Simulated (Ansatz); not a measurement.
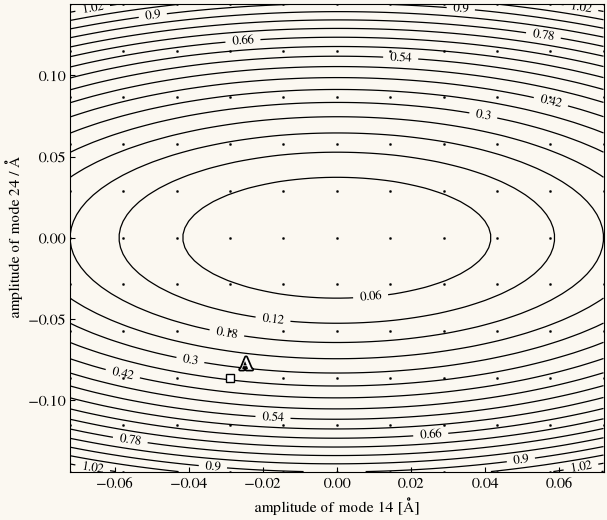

MgO (Pm-3n, No. 223; 12 atoms in the cell). The energy is mapped over two normal modes frozen in (zone-centre modes of the 12-atom cell of this scan). First axis: amplitude of mode 14 (373 cm⁻¹), largest displacement. Second axis: amplitude of mode 24 (512 cm⁻¹), largest displacement. Nothing is relaxed (the cell and all other modes fixed). The grid has 11 × 11 points; 61 points were computed and 60 follow by symmetry. Points are written as (first, second). Energies are in eV per cell, from the lowest grid point. Computed with Ansatz 0.2.0, DFT LDA, scalar-relativistic, plane waves, PAW. Settings: cutoff 520 eV, k-mesh 4×4×4, gaussian smearing 0.05 eV, no spin polarisation.

The picture shows contour lines labelled in eV, dots at the grid points, the point A. Between grid points the surface is interpolated.

### Which way does the force act at A, and how strong is it?

A, at (−0.029 Å, −0.086 Å), is not a stationary point. The computed force is 2 eV for each Å towards larger values of the first coordinate and 7.5 eV for each Å towards larger values of the second coordinate.

PAW datasets: the set soft_1.
